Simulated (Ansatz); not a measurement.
CuO: single-point calculation (part 1 of 2)

- system: CuO (C2/c, 8 atoms in the cell)
- method: DFT PBEsol+U, scalar-relativistic, plane waves, PAW, Ueff = 7 eV on Cu atom 1 d; Ueff = 7 eV on Cu atom 2 d; Ueff = 7 eV on Cu atom 5 d; Ueff = 7 eV on Cu atom 6 d, spin-polarised (Ansatz 0.2.0)

The structure derives from an entry of the Crystallography Open Database. It belongs to a series of runs on one base structure; here: from atoms, default search. Figures and captions count atoms from 1; the log counts them from 0 in places.

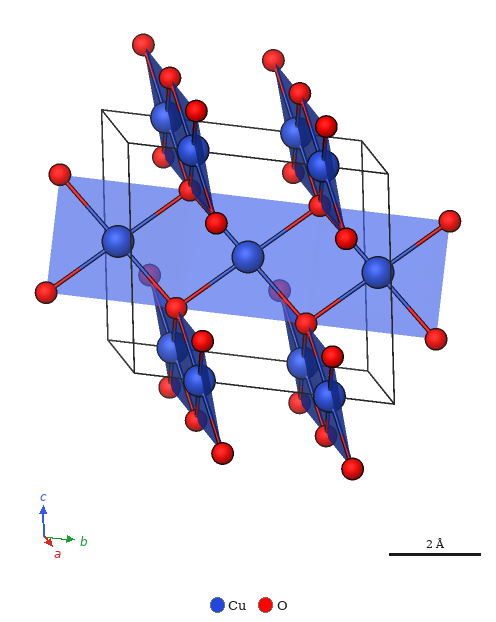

**Figure 1.** The input geometry (polyhedral view of the cell of the calculation, seen slightly off an axis; polyhedra are completed across the faces of the cell).

## Input
```yaml
crystal:
  lattice:
    - [2.34184962, -1.71129972, 0.0]
    - [4.68369924, 3.42259944, 0.0]
    - [-0.85002986, 0.0, 5.05786919]
  atoms:
    - { symbol: Cu, position: [0.0, 0.25, 0.0], spin: 1.0 }
    - { symbol: Cu, position: [0.5, 0.0, 0.5], spin: 1.0 }
    - { symbol: O, position: [0.5816, 0.2092, 0.25] }
    - { symbol: O, position: [0.4184, 0.2908, 0.75] }
    - { symbol: Cu, position: [0.0, 0.75, 0.0], spin: -1.0 }
    - { symbol: Cu, position: [0.5, 0.5, 0.5], spin: -1.0 }
    - { symbol: O, position: [0.5816, 0.7092, 0.25] }
    - { symbol: O, position: [0.4184, 0.7908, 0.75] }
basis:
  ecutwfc: 420
  ecutrho_ratio: 4
kpoints:
  mp_grid: { grid: [7, 4, 4] }
hamiltonian:
  xc: pbesol
  hubbard:
    sites:
      - { site: 0, l: d, u_eff: 7.0 }
      - { site: 1, l: d, u_eff: 7.0 }
      - { site: 4, l: d, u_eff: 7.0 }
      - { site: 5, l: d, u_eff: 7.0 }
scf:
  occupations: { method: gaussian, width: 0.05 }
output:
  forces: true
  stress: true
  eigenvalues: true
  populations: true
  hubbard:
    sites:
      - { site: 0, l: d }
      - { site: 1, l: d }
      - { site: 4, l: d }
      - { site: 5, l: d }
  write_density: true
  write_potential: true
  elf: true
  volumetric_format: npy
magnetization:
  spin_polarized: true
```

Hardware: 4 threads of Intel Xeon (Emerald Rapids), 16 GiB of memory available, shared host.

Launched with:
```bash
ansatz run input.yaml --threads 4 --pin off --max-ram 6144MiB --backend cpu --events-out ev --progress --plain --runs-dir out
```

## The program's output
```
Cu: projections on atomic orbitals take those of the free atom [Ne] 3s2 3p6 3d10 4s1, of charge +0.00 (hamiltonian.pseudopotentials.projection_atoms); the dataset's partial waves leave at most 2.0e-6 of an orbital's norm unspanned inside its sphere
O: projections on atomic orbitals take those of the free atom [He] 2s2 2p4, of charge +0.00 (hamiltonian.pseudopotentials.projection_atoms); the dataset's partial waves leave at most 1.9e-8 of an orbital's norm unspanned inside its sphere
Engine: ansatz 0.2.0, x86_64-unknown-linux-gnu
Pseudopotentials: kind: paw
Pseudopotential: Cu, paw, valence charge 19, recommended cutoff 420 eV (normal), Cu.paw.azcp
Pseudopotential: O, paw, valence charge 6, recommended cutoff 420 eV (normal), O.paw.azcp
Functional definition: PBEsol
  exchange = pbesol_x
  correlation = pbesol_c
Crystal: 8 atoms, lattice volume = 81.080 Å³
Basis set: ecut = 420 eV, 1581 PW (Γ), exchange–correlation on 40×80×72 points (8 copies of the dense FFT grid, shifted against one another)
Bands: 63, of which v1, the nominal top of the filled ones, is band 50 counted from 1 (49 counted from 0)
Symmetry: 1 space group operations
Space group: P1 (ITA 1), of the structure as read, at distance tolerance 4.3e-5 Å
Magnetic group: BNS 1.3 (UNI 3), of the structure as read, at distance tolerance 4.3e-5 Å
k-points: 58 of 112 (time reversal used)
Non-local potential: Cu, projectors of the file, l = 0: 3, l = 1: 2, l = 2: 3, l = 3: 1
Non-local potential: O, projectors of the file, l = 0: 2, l = 1: 2, l = 2: 1
PAW form: soft (Blöchl's): semilocal exchange-correlation on the pseudo side does not see the compensation charge
PAW frozen core: Cu, regenerated for the run's functional, and the local potential with it (the file was generated under x = pbe(κ = 0.804, μ = 0.2195149727645171), c = pbe(β = 0.06672455060314922))
PAW frozen core: O, regenerated for the run's functional, and the local potential with it (the file was generated under x = pbe(κ = 0.804, μ = 0.2195149727645171), c = pbe(β = 0.06672455060314922))
PAW one-centre angular grid: Cu, 590 points (default); XC on 64 Gauss nodes
PAW one-centre angular grid: O, 110 points (default); XC on 64 Gauss nodes
Initial density: superposition of atomic densities (chi_scale 0.1, normalization cell, long waves kept (reshape's long-wave potential 0.00 eV rms))
Starting moments: Σ|m| = 4 μB on 4 of 8 sites
Starting magnetic order: antiferromagnet; a translation exchanges its spin sublattices: spin-degenerate at every k-point
Initial wavefunctions: pseudopotential atomic-orbital guess
Functional: x = pbesol(κ = 0.804, μ = 0.12345679012345678), c = pbesol(β = 0.046)
SCF iter   1: F=—  HF=-28586.009637 eV  |F-HF|=—  |Δ(HF+E_count)|=         —  Δρ=1.01e-1 (↑1.01e-1 ↓1.01e-1)  dr2=4.81e0  dr2_m=6.04e0  M=0.000 μB ∫|m|=0.888 μB  β_m=0.30  ethr=3.10e-3  ⟨swp⟩=5.0  Hψ=11628  notcnv=0  defer=42
preconditioner: auto → Kerker (q_TF=auto, 2.825 Å⁻¹)  [metal: Δε(μ)=0.027 eV  Ē_g=14.339 eV  σ=0.050 eV  W_gap=0.30  n_scr=34 (ndim 8)  ℏωp=34.0 eV  f_vac=0.000  D(μ)=2.73/eV (n_scr^D=16)]
spin=Collinear: Kerker preconditioning applied to the charge; magnetization (m = ρ↑ − ρ↓) channel mixes plain (no charge-response kernel on spin).
SCF iter   2: F=—  HF=-28585.858743 eV  |F-HF|=—  |Δ(HF+E_count)|=   1.51e-1  Δρ=6.14e-2 (↑6.14e-2 ↓6.14e-2)  dr2=3.96e-1  dr2_m=2.50e0  M=0.000 μB ∫|m|=1.109 μB  β_m=0.30  ethr=3.10e-3  ⟨swp⟩=2.9  Hψ=6136  notcnv=0  defer=386
SCF iter   3: F=—  HF=-28586.342076 eV  |F-HF|=—  |Δ(HF+E_count)|=   4.83e-1  Δρ=4.13e-2 (↑4.13e-2 ↓4.13e-2)  dr2=1.30e-1  dr2_m=1.13e0  M=0.000 μB ∫|m|=1.202 μB  β_m=0.30  ethr=3.96e-4  ⟨swp⟩=2.1  Hψ=5774  notcnv=0  defer=373
SCF iter   4: F=—  HF=-28586.750744 eV  |F-HF|=—  |Δ(HF+E_count)|=   4.09e-1  Δρ=2.57e-2 (↑2.57e-2 ↓2.57e-2)  dr2=5.79e-2  dr2_m=4.61e-1  M=0.000 μB ∫|m|=1.327 μB  β_m=0.30  ethr=1.30e-4  ⟨swp⟩=2.3  Hψ=6871  notcnv=0  defer=373
SCF iter   5: F=—  HF=-28586.920461 eV  |F-HF|=—  |Δ(HF+E_count)|=   1.70e-1  Δρ=1.56e-2 (↑1.56e-2 ↓1.56e-2)  dr2=4.63e-2  dr2_m=1.68e-1  M=0.000 μB ∫|m|=1.466 μB  β_m=0.30  ethr=5.79e-5  ⟨swp⟩=2.0  Hψ=5769  notcnv=0  defer=369
SCF iter   6: F=—  HF=-28587.015636 eV  |F-HF|=—  |Δ(HF+E_count)|=   9.52e-2  Δρ=9.44e-3 (↑9.44e-3 ↓9.44e-3)  dr2=5.16e-2  dr2_m=5.28e-2  M=0.000 μB ∫|m|=1.636 μB  β_m=1.00  ethr=4.63e-5  ⟨swp⟩=2.0  Hψ=3615  notcnv=0  defer=369
SCF iter   7: F=—  HF=-28587.113467 eV  |F-HF|=—  |Δ(HF+E_count)|=   9.78e-2  Δρ=1.12e-2 (↑1.12e-2 ↓1.12e-2)  dr2=1.91e-1  dr2_m=4.06e-2  M=0.000 μB ∫|m|=1.954 μB  β_m=1.00  ethr=4.63e-5  ⟨swp⟩=1.0  Hψ=3621  notcnv=0  defer=369
SCF iter   8: F=—  HF=-28587.184556 eV  |F-HF|=—  |Δ(HF+E_count)|=   7.11e-2  Δρ=1.08e-2 (↑1.08e-2 ↓1.08e-2)  dr2=1.95e-1  dr2_m=3.28e-2  M=0.000 μB ∫|m|=2.233 μB  β_m=1.00  ethr=4.63e-5  ⟨swp⟩=2.5  Hψ=5889  notcnv=0  defer=366
SCF iter   9: F=—  HF=-28587.298262 eV  |F-HF|=—  |Δ(HF+E_count)|=   1.14e-1  Δρ=1.62e-2 (↑1.62e-2 ↓1.62e-2)  dr2=4.43e-1  dr2_m=6.59e-2  M=0.000 μB ∫|m|=2.614 μB  β_m=1.00  ethr=4.63e-5  ⟨swp⟩=2.0  Hψ=3596  notcnv=0  defer=366
SCF iter  10: F=—  HF=-28587.464579 eV  |F-HF|=—  |Δ(HF+E_count)|=   1.66e-1  Δρ=2.11e-2 (↑2.11e-2 ↓2.11e-2)  dr2=9.00e-1  dr2_m=6.87e-2  M=0.000 μB ∫|m|=2.976 μB  β_m=1.00  ethr=4.63e-5  ⟨swp⟩=1.0  Hψ=3523  notcnv=0  defer=363
SCF iter  11: F=—  HF=-28587.697713 eV  |F-HF|=—  |Δ(HF+E_count)|=   2.33e-1  Δρ=2.63e-2 (↑2.63e-2 ↓2.63e-2)  dr2=1.61e0  dr2_m=4.43e-2  M=0.000 μB ∫|m|=3.212 μB  β_m=1.00  ethr=4.63e-5  ⟨swp⟩=2.0  Hψ=3653  notcnv=0  defer=363
SCF iter  12: F=—  HF=-28587.917738 eV  |F-HF|=—  |Δ(HF+E_count)|=   2.20e-1  Δρ=3.02e-2 (↑3.02e-2 ↓3.02e-2)  dr2=2.23e0  dr2_m=2.71e-2  M=0.000 μB ∫|m|=3.373 μB  β_m=1.00  ethr=4.63e-5  ⟨swp⟩=1.7  Hψ=3616  notcnv=0  defer=363
SCF iter  13: F=—  HF=-28588.127510 eV  |F-HF|=—  |Δ(HF+E_count)|=   2.10e-1  Δρ=3.38e-2 (↑3.38e-2 ↓3.38e-2)  dr2=2.85e0  dr2_m=1.85e-2  M=0.000 μB ∫|m|=3.491 μB  β_m=1.00  ethr=4.63e-5  ⟨swp⟩=1.7  Hψ=3533  notcnv=0  defer=363
SCF iter  14: F=—  HF=-28588.243908 eV  |F-HF|=—  |Δ(HF+E_count)|=   1.16e-1  Δρ=3.50e-2 (↑3.50e-2 ↓3.50e-2)  dr2=3.11e0  dr2_m=9.35e-3  M=0.000 μB ∫|m|=3.568 μB  β_m=1.00  ethr=4.63e-5  ⟨swp⟩=1.2  Hψ=3561  notcnv=0  defer=363
SCF iter  15: F=—  HF=-28588.245765 eV  |F-HF|=—  |Δ(HF+E_count)|=   1.86e-3  Δρ=3.37e-2 (↑3.37e-2 ↓3.37e-2)  dr2=2.93e0  dr2_m=3.57e-3  M=0.000 μB ∫|m|=3.611 μB  β_m=0.30  ethr=4.63e-5  ⟨swp⟩=2.4  Hψ=5422  notcnv=0  defer=363
Mixer restart at iter 15: flushing history
spin-set hold released at iteration 15 (site moments contracting): the magnetisation degrees of freedom join the quasi-Newton model from the next iteration; the mixer history was flushed
SCF iter  16: F=—  HF=-28587.780391 eV  |F-HF|=—  |Δ(HF+E_count)|=   4.65e-1  Δρ=1.20e-2 (↑1.20e-2 ↓1.20e-2)  dr2=3.95e-1  dr2_m=1.06e-2  M=0.000 μB ∫|m|=3.503 μB  β_m=0.36  ethr=4.63e-5  ⟨swp⟩=3.0  Hψ=7236  notcnv=0  defer=367
SCF iter  17: F=—  HF=-28587.680655 eV  |F-HF|=—  |Δ(HF+E_count)|=   9.97e-2  Δρ=7.10e-3 (↑7.10e-3 ↓7.10e-3)  dr2=1.07e-1  dr2_m=9.02e-3  M=0.000 μB ∫|m|=3.474 μB  β_m=0.48  ethr=4.63e-5  ⟨swp⟩=2.0  Hψ=6038  notcnv=0  defer=374
SCF iter  18: F=—  HF=-28587.646163 eV  |F-HF|=—  |Δ(HF+E_count)|=   3.45e-2  Δρ=4.46e-3 (↑4.46e-3 ↓4.46e-3)  dr2=1.21e-2  dr2_m=7.48e-3  M=0.000 μB ∫|m|=3.425 μB  β_m=0.74  ethr=4.63e-5  ⟨swp⟩=2.0  Hψ=5465  notcnv=0  defer=374
SCF iter  19: F=—  HF=-28587.661843 eV  |F-HF|=—  |Δ(HF+E_count)|=   1.57e-2  Δρ=3.87e-3 (↑3.87e-3 ↓3.87e-3)  dr2=1.66e-2  dr2_m=4.82e-3  M=0.000 μB ∫|m|=3.384 μB  β_m=0.87  ethr=1.21e-5  ⟨swp⟩=2.2  Hψ=6232  notcnv=0  defer=374
SCF iter  20: F=—  HF=-28587.665031 eV  |F-HF|=—  |Δ(HF+E_count)|=   3.19e-3  Δρ=9.26e-4 (↑9.26e-4 ↓9.26e-4)  dr2=1.41e-3  dr2_m=1.25e-4  M=0.000 μB ∫|m|=3.361 μB  β_m=0.85  ethr=1.21e-5  ⟨swp⟩=2.0  Hψ=5711  notcnv=0  defer=374
SCF iter  21: F=—  HF=-28587.665375 eV  |F-HF|=—  |Δ(HF+E_count)|=   3.44e-4  Δρ=9.84e-4 (↑9.84e-4 ↓9.84e-4)  dr2=1.61e-3  dr2_m=7.44e-5  M=0.000 μB ∫|m|=3.363 μB  β_m=0.64  ethr=1.41e-6  ⟨swp⟩=2.0  Hψ=6848  notcnv=0  defer=374
SCF iter  22: F=—  HF=-28587.664870 eV  |F-HF|=—  |Δ(HF+E_count)|=   5.05e-4  Δρ=1.91e-4 (↑1.91e-4 ↓1.91e-4)  dr2=5.57e-5  dr2_m=4.67e-6  M=0.000 μB ∫|m|=3.366 μB  β_m=0.82  ethr=1.41e-6  ⟨swp⟩=2.0  Hψ=5029  notcnv=0  defer=374
SCF iter  23: F=—  HF=-28587.664854 eV  |F-HF|=—  |Δ(HF+E_count)|=   1.61e-5  Δρ=5.01e-5 (↑5.01e-5 ↓5.01e-5)  dr2=5.06e-6  dr2_m=7.78e-7  M=0.000 μB ∫|m|=3.367 μB  β_m=0.91  ethr=5.57e-8  ⟨swp⟩=2.1  Hψ=5815  notcnv=0  defer=374
SCF iter  24: F=—  HF=-28587.664854 eV  |F-HF|=—  |Δ(HF+E_count)|=   8.62e-8  Δρ=3.07e-5 (↑3.07e-5 ↓3.07e-5)  dr2=2.02e-6  dr2_m=7.96e-8  M=0.000 μB ∫|m|=3.367 μB  β_m=0.74  ethr=5.06e-9  ⟨swp⟩=2.0  Hψ=5158  notcnv=0  defer=374
SCF iter  25: F=—  HF=-28587.664854 eV  |F-HF|=—  |Δ(HF+E_count)|=   3.56e-7  Δρ=7.10e-6 (↑7.10e-6 ↓7.10e-6)  dr2=2.51e-7  dr2_m=4.66e-9  M=0.000 μB ∫|m|=3.367 μB  β_m=0.87  ethr=2.02e-9  ⟨swp⟩=2.0  Hψ=5204  notcnv=0  defer=374
SCF iter  26: F=—  HF=-28587.664854 eV  |F-HF|=—  |Δ(HF+E_count)|=   1.46e-9  Δρ=5.44e-6 (↑5.44e-6 ↓5.44e-6)  dr2=1.12e-7  dr2_m=3.87e-9  M=0.000 μB ∫|m|=3.367 μB  β_m=0.88  ethr=2.51e-10  ⟨swp⟩=2.2  Hψ=4745  notcnv=0  defer=374
SCF iter  27: F=-28587.664854 eV  HF=-28587.664854 eV  |F-HF|=1.77e-8  |Δ(HF+E_count)|=   1.79e-8  Δρ=2.11e-6 (↑2.11e-6 ↓2.11e-6)  dr2=1.88e-8  dr2_m=8.48e-10  M=0.000 μB ∫|m|=3.367 μB  ethr=1.00e-10  ⟨swp⟩=11.9  Hψ=22295  notcnv=0
SCF 1 converged in 27 iterations: F = -28587.664854 eV  dr2 = 1.88e-8
  greatest PAW one-centre occupation: 1.000 electrons in one spin orbital (limit 2), on the Cu atom at site 4 (counted from 0), in its partial waves of l = 0
```

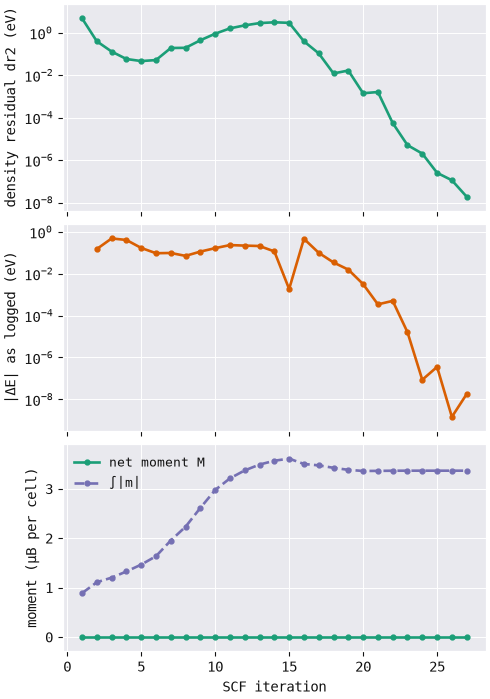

**Figure 2.** Convergence of the self-consistent field: density residual dr2, size of the energy change and magnetic moment against the SCF iteration. The residual falls unevenly and jumps up by a factor of two or more 3 times on the way down. The net moment stays at 0.0 μB per cell.

```
SCF converged after 27 iterations
Magnetization: 0.0000 μB (50.0000 up, 50.0000 down)
Absolute magnetization: 3.3251 μB (∫|ρ↑−ρ↓|, with the PAW one-centre terms)
Spin contamination: 1.7918 ħ² per cell (⟨S²⟩ above its minimum at these occupations)
Per-site moments (μB) at R_I (Å): [(0.599637960394032, 0.8046939874849356), (0.5982608659228464, 0.8046939874849354), (0.14552834561923927, 0.8046939874849356), (0.16182076140402804, 0.8046939874849356), (-0.5996379603940322, 0.8046939874849356), (-0.5982608659228464, 0.8046939874849355), (-0.14552834561923927, 0.8046939874849354), (-0.161820761404028, 0.8046939874849355)]
Free energy (F): -28587.664854 eV
Harris-Foulkes:  -28587.664854 eV  (|F-HF|=1.77e-8)
Internal energy: -28587.664854 eV  (E = F + TS)
E sigma→0 (E₀):  -28587.664854 eV
Fermi energy:    11.581948 eV
--- Per-component energies (eV) ---
  E_band       = -1847.006090
  E_kinetic    = 1883.636475
  E_local      = -19306.108054  (includes V_loc(G=0)·N_el)
  E_nonlocal   = 1763.261441
  E_hartree    = 8343.950898
  E_xc         = -641.000938
  E_vxc        = -827.038692  (∫ρ·V_xc dr)
  E_hubbard    = 4.244753  (on-site DFT+U / exact-exchange correction)
  E_vhub       = -122.754788  (the Hubbard potential's part of the band-sum identity)
  E_paw        = -7107.968855  (= ΣΔE_a)
  E_vpaw       = -1925.920614  (= ΣTr[D̂ρ^β])
  E_aug_tail   = 0.011156  (compensation charges beyond the density's cutoff)
  E_ewald      = -13528.657691
  E_core_change = 0.965960  (= ΣΔE_core)
  E_smearing   = -0.000000  (= −TS)
  E_closure    = 0.000000  (closes the sum)
  Σ components = -28587.664854   (vs F -28587.664854, Δ=0.00e0)
--- Forces (eV/Å), atoms counted from 1 ---
  atom   1  Cu     0.00945614    -0.18241100     0.03528027
  atom   2  Cu    -0.10474707    -0.14343428    -0.04086107
  atom   3  O      0.03483246     0.24352091     0.08335931
  atom   4  O      0.06045884     0.08232962    -0.07777714
  atom   5  Cu     0.00945614    -0.18241100     0.03528027
  atom   6  Cu    -0.10474707    -0.14343428    -0.04086107
  atom   7  O      0.03483246     0.24352091     0.08335931
  atom   8  O      0.06045884     0.08232962    -0.07777714
  max |Σ_I F_I| component: 1.05e-5 eV/Å
```
